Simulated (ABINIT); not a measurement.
Run report: HgSe, positron calculation (part 1 of 2)

HgSe (2 atoms in the cell), computed with Kohn-Sham DFT of a periodic cell, PBE, JTH PAW PBE v2.0, no spin polarisation (ABINIT 10.8.3).

The structure derives from an entry of the Crystallography Open Database.

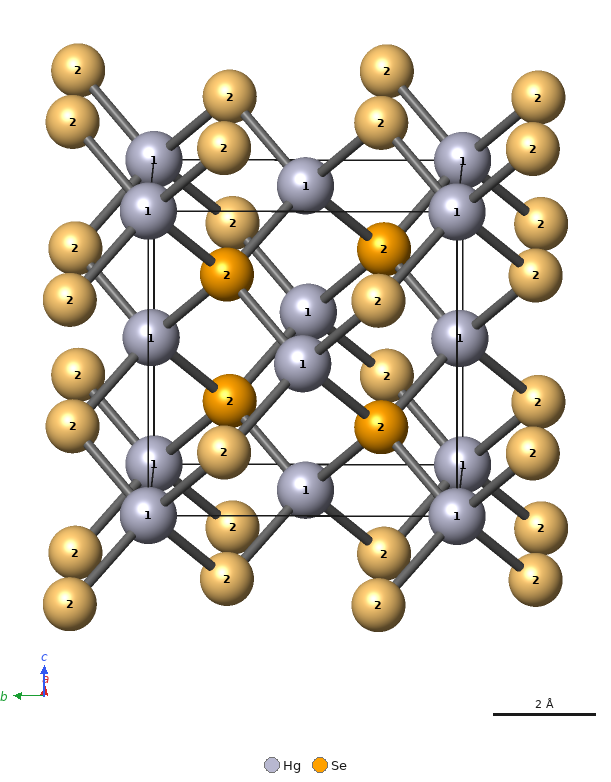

The structure (ball-and-stick view of the cell 4 times as large as that of the calculation, set on its symmetry axes, seen at an oblique angle; neighbours outside the cell are drawn fainter; atoms are numbered from 1 in the order of the input). Near neighbours in the crystal (not all of them lie inside the picture): Hg has 4 Se at 2.63 Å; Se has 4 Hg at 2.63 Å.

## Input
```
ndtset 2

pp_dirpath "./"
pseudos "Hg.GGA_PBE-JTH.xml, Se.GGA_PBE-JTH.xml"

acell 4.2977950161 4.2977950161 4.2977950161 Angstrom
rprim
     0.0000000000     0.7071067812     0.7071067812
     0.7071067812     0.0000000000     0.7071067812
     0.7071067812     0.7071067812     0.0000000000
ntypat 2
znucl 80 34
natom 2
typat 1 2
xred
            0.0            0.0            0.0
            3/4            3/4            3/4

ecut 435.382180 eV
pawecutdg 32.0

ixc 11

nstep 80

iomode 3
prteig 0
prtebands 0
prtwf 0

kptopt1 1
ngkpt1 6 6 6
nshiftk1 1
shiftk1 0.0 0.0 0.0
nband1 13
occopt1 3
tsmear1 0.00183747
tolvrs1 1.0e-10
prtden1 1

positron2 1
ixcpositron2 11
getden2 1
kptopt2 0
nkpt2 1
kpt2 0.0 0.0 0.0
nband2 1
occopt2 2
occ2 1.0
posocc2 1.0
toldfe2 1.0e-9
optforces2 0
optstress2 0
prtden2 0
```

Run on 1 thread of Arm Neoverse V1, 24 GiB of memory available, shared host.

Launch command:
```bash
abinit run.abi > log 2>&1
```

## Output
```
.Version 10.8.3 of ABINIT
 DATASET    1 : space group F-4 3 m (#216); Bravais cF (face-center cubic)
================================================================================
 Values of the parameters that define the memory need for DATASET  1.
     intxc =       0    ionmov =       0      iscf =      17    lmnmax =      18
     lnmax =       6     mgfft =      30  mpssoang =       3    mqgrid =    3001
     natom =       2  nloc_mem =       2    nspden =       1   nspinor =       1
    nsppol =       1      nsym =      24    n1xccc =       1    ntypat =       2
    occopt =       3   xclevel =       2
       mpw =        1173          nfft =       27000          nkpt =          16
 PAW method is used; the additional fine FFT grid is defined by:
   mgfftf=        45    nfftf =     91125
================================================================================
================================================================================

 DATASET    2 : space group F-4 3 m (#216); Bravais cF (face-center cubic)
================================================================================
 Values of the parameters that define the memory need for DATASET  2.
     intxc =       0    ionmov =       0      iscf =      17    lmnmax =      18
     lnmax =       6     mgfft =      30  mpssoang =       3    mqgrid =    3001
     natom =       2  nloc_mem =       2    nspden =       1   nspinor =       1
    nsppol =       1      nsym =      24    n1xccc =       1    ntypat =       2
    occopt =       2   xclevel =       2
       mpw =         570          nfft =       27000          nkpt =           1
 PAW method is used; the additional fine FFT grid is defined by:
   mgfftf=        45    nfftf =     91125
================================================================================
================================================================================

--------------------------------------------------------------------------------
------------- Echo of variables that govern the present computation ------------
--------------------------------------------------------------------------------
 -outvars: echo values of preprocessed input variables --------
            acell      8.1216555257E+00  8.1216555257E+00  8.1216555257E+00 Bohr
              amu      2.00590000E+02  7.89600000E+01
             ecut      1.60000000E+01 Hartree
           getden1          0
           getden2          1
              ixc          11
      ixcpositron1          1
      ixcpositron2         11
           jdtset        1    2
           kptopt1          1
           kptopt2          0
         kptrlatt        6    0    0      0    6    0      0    0    6
          kptrlen1     4.87299332E+01
          kptrlen2     3.00000000E+01
            natom           2
            nband1         13
            nband2          1
           ndtset           2
            ngfft          30      30      30
          ngfftdg          45      45      45
             nkpt1         16
             nkpt2          1
            nstep          80
             nsym          24
           ntypat           2
           occopt1          3
           occopt2          2
        optforces1          2
        optforces2          0
        optstress1          1
        optstress2          0
        pawecutdg      3.20000000E+01 Hartree
         positron1          0
         positron2          1
           prtden1          1
           prtden2          0
        prtebands           0
           prteig           0
            prtwf           0
            rprim      0.0000000000E+00  7.0710678120E-01  7.0710678120E-01
                       7.0710678120E-01  0.0000000000E+00  7.0710678120E-01
                       7.0710678120E-01  7.0710678120E-01  0.0000000000E+00
           shiftk1     0.00000000E+00  0.00000000E+00  0.00000000E+00
           shiftk2     5.00000000E-01  5.00000000E-01  5.00000000E-01
          spgroup         216
           toldfe1     0.00000000E+00 Hartree
           toldfe2     1.00000000E-09 Hartree
           tolvrs1     1.00000000E-10
           tolvrs2     0.00000000E+00
           tsmear1     1.83747000E-03 Hartree
           tsmear2     1.00000000E-02 Hartree
            typat      1  2
           useylm           1
           xangst      0.0000000000E+00  0.0000000000E+00  0.0000000000E+00
                       4.5585000001E+00  4.5585000001E+00  4.5585000001E+00
            xcart      0.0000000000E+00  0.0000000000E+00  0.0000000000E+00
                       8.6143165452E+00  8.6143165452E+00  8.6143165452E+00
             xred      0.0000000000E+00  0.0000000000E+00  0.0000000000E+00
                       7.5000000000E-01  7.5000000000E-01  7.5000000000E-01
            znucl       80.00000   34.00000

================================================================================

 chkinp: Checking input parameters for consistency, jdtset=   1.

 chkinp: Checking input parameters for consistency, jdtset=   2.

================================================================================
== DATASET  1 ==================================================================

--- !DatasetInfo
iteration_state: {dtset: 1, }
dimensions: {natom: 2, nkpt: 16, mband: 13, nsppol: 1, nspinor: 1, nspden: 1, mpw: 1173, }
cutoff_energies: {ecut:  16.0, pawecutdg:  32.0, }
electrons: {nelect:   1.80000000E+01, charge:   0.00000000E+00, occopt:   3.00000000E+00, tsmear:   1.83747000E-03, }
meta: {optdriver: 0, ionmov: 0, optcell: 0, iscf: 17, paral_kgb: 0, }
...

 Exchange-correlation functional for the present dataset will be:
  GGA: Perdew-Burke-Ernzerhof functional - ixc=11
  J.P.Perdew, K.Burke, M.Ernzerhof, PRL 77, 3865 (1996)

 Real(R)+Recip(G) space primitive vectors, cartesian coordinates (Bohr,Bohr^-1):
 R(1)=  0.0000000  5.7428777  5.7428777  G(1)= -0.0870644  0.0870644  0.0870644
 R(2)=  5.7428777  0.0000000  5.7428777  G(2)=  0.0870644 -0.0870644  0.0870644
 R(3)=  5.7428777  5.7428777  0.0000000  G(3)=  0.0870644  0.0870644 -0.0870644
 Unit cell volume ucvol=  3.7880761E+02 bohr^3
 Angles (23,13,12)=  6.00000000E+01  6.00000000E+01  6.00000000E+01 degrees

 Coarse grid specifications (used for wave-functions):

 getcut: wavevector=  0.0000  0.0000  0.0000  ngfft=  30  30  30
         ecut(hartree)=     16.000   => boxcut(ratio)=   2.05368

 Fine grid specifications (used for densities):

 getcut: wavevector=  0.0000  0.0000  0.0000  ngfft=  45  45  45
         ecut(hartree)=     32.000   => boxcut(ratio)=   2.12749

--- Pseudopotential description ------------------------------------------------
- pspini: atom type   1  psp file is ./Hg.GGA_PBE-JTH.xml
 Pseudopotential format is: paw10
 basis_size (lnmax)=  6 (lmn_size= 18), orbitals=   0   0   1   1   2   2
 Spheres core radius: rc_sph= 2.40020299
 Shapefunction is SIN type: shapef(r)=[sin(pi*r/rshp)/(pi*r/rshp)]**2
 Radius for shape functions =  2.25617906
 Compensation charge density is not taken into account in XC energy/potential

- pspini: atom type   2  psp file is ./Se.GGA_PBE-JTH.xml
 Pseudopotential format is: paw10
 basis_size (lnmax)=  4 (lmn_size=  8), orbitals=   0   0   1   1
 Spheres core radius: rc_sph= 2.21132333
 Shapefunction is BESSEL type: shapef(r,l)=aa(1,l)*jl(q(1,l)*r)+aa(2,l)*jl(q(2,l)*r)
 Radius for shape functions =  2.00656599
 Compensation charge density is not taken into account in XC energy/potential

   1.33141047E+03                                ecore*ucvol(ha*bohr**3)
--------------------------------------------------------------------------------

================================================================================

--- !BeginCycle
iteration_state: {dtset: 1, }
solver: {iscf: 17, nstep: 80, nline: 4, wfoptalg: 10, }
tolerances: {tolvrs: 1.00E-10, }
...

     iter   Etot(hartree)      deltaE(h)  residm     nres2
 ETOT  1  -51.686765188572    -5.169E+01 6.919E-02 7.594E+00
 ETOT  2  -51.857197568501    -1.704E-01 2.709E-02 9.005E+00
 ETOT  3  -51.816160882949     4.104E-02 2.989E-03 3.148E+00
 ETOT  4  -51.808697304353     7.464E-03 8.827E-04 6.141E-02
 ETOT  5  -51.811696447497    -2.999E-03 1.883E-04 3.535E-01
 ETOT  6  -51.810895906643     8.005E-04 1.297E-04 1.135E-01
 ETOT  7  -51.810832661730     6.324E-05 1.277E-04 4.599E-02
 ETOT  8  -51.810815414918     1.725E-05 3.113E-05 2.278E-02
 ETOT  9  -51.810830675232    -1.526E-05 1.432E-05 1.139E-02
 ETOT 10  -51.810820442088     1.023E-05 5.737E-06 2.848E-03
 ETOT 11  -51.810817026171     3.416E-06 3.646E-06 2.075E-04
 ETOT 12  -51.810823788772    -6.763E-06 1.303E-06 1.209E-03
 ETOT 13  -51.810820726557     3.062E-06 7.743E-07 1.158E-05
 ETOT 14  -51.810821091771    -3.652E-07 3.875E-07 6.484E-06
 ETOT 15  -51.810821124581    -3.281E-08 1.949E-07 1.603E-05
 ETOT 16  -51.810821096518     2.806E-08 8.424E-08 5.094E-07
 ETOT 17  -51.810821107031    -1.051E-08 5.029E-08 2.388E-06
 ETOT 18  -51.810821098050     8.981E-09 2.211E-08 2.582E-08
 ETOT 19  -51.810821099475    -1.426E-09 1.248E-08 3.037E-08
 ETOT 20  -51.810821099169     3.057E-10 5.402E-09 1.701E-08
 ETOT 21  -51.810821099217    -4.748E-11 3.085E-09 5.086E-09
 ETOT 22  -51.810821099246    -2.867E-11 1.323E-09 1.544E-09
 ETOT 23  -51.810821099298    -5.230E-11 7.718E-10 4.165E-10
 ETOT 24  -51.810821099286     1.215E-11 3.336E-10 4.887E-10
 ETOT 25  -51.810821099278     7.233E-12 1.938E-10 2.103E-10
 ETOT 26  -51.810821099267     1.133E-11 8.464E-11 2.079E-11

 At SCF step   26       nres2   =  2.08E-11 < tolvrs=  1.00E-10 =>converged.

 Cartesian components of stress tensor (hartree/bohr^3)
  sigma(1 1)= -1.65457754E-04  sigma(3 2)=  0.00000000E+00
  sigma(2 2)= -1.65457754E-04  sigma(3 1)=  0.00000000E+00
  sigma(3 3)= -1.65457754E-04  sigma(2 1)=  0.00000000E+00

--- !ResultsGS
iteration_state: {dtset: 1, }
comment   : Summary of ground state results
lattice_vectors:
- [  0.0000000,   5.7428777,   5.7428777, ]
- [  5.7428777,   0.0000000,   5.7428777, ]
- [  5.7428777,   5.7428777,   0.0000000, ]
lattice_lengths: [   8.12166,    8.12166,    8.12166, ]
lattice_angles: [ 60.000,  60.000,  60.000, ] # degrees, (23, 13, 12)
lattice_volume:   3.7880761E+02
convergence: {deltae:  1.133E-11, res2:  2.079E-11, residm:  8.464E-11, diffor: null, }
etotal    :  -5.18108211E+01
entropy   :   0.00000000E+00
fermie    :   5.11308731E-02
cartesian_stress_tensor: # hartree/bohr^3
- [ -1.65457754E-04,   0.00000000E+00,   0.00000000E+00, ]
- [  0.00000000E+00,  -1.65457754E-04,   0.00000000E+00, ]
- [  0.00000000E+00,   0.00000000E+00,  -1.65457754E-04, ]
pressure_GPa:   4.8679E+00
xred      :
- [  0.0000E+00,   0.0000E+00,   0.0000E+00, Hg]
- [  7.5000E-01,   7.5000E-01,   7.5000E-01, Se]
cartesian_forces: # hartree/bohr
- [ -0.00000000E+00,  -0.00000000E+00,  -0.00000000E+00, ]
- [ -0.00000000E+00,  -0.00000000E+00,  -0.00000000E+00, ]
force_length_stats: {min:   0.00000000E+00, max:   0.00000000E+00, mean:   0.00000000E+00, }
...

 Integrated electronic density in atomic spheres:
 ------------------------------------------------
 Atom  Sphere_radius  Integrated_density
    1        2.40020          9.95657700
    2        2.21132          3.93242053

================================================================================

 ----iterations are completed or convergence reached----

 Mean square residual over all n,k,spin=   76.140E-14; max=  84.644E-12
 reduced coordinates (array xred) for    2 atoms
       0.000000000000      0.000000000000      0.000000000000
       0.750000000000      0.750000000000      0.750000000000
 rms dE/dt=  0.0000E+00; max dE/dt=  0.0000E+00; dE/dt below (all hartree)
    1       0.000000000000      0.000000000000      0.000000000000
    2       0.000000000000      0.000000000000      0.000000000000

 cartesian coordinates (angstrom) at end:
    1      0.00000000000000     0.00000000000000     0.00000000000000
    2      4.55850000013781     4.55850000013781     4.55850000013781
```
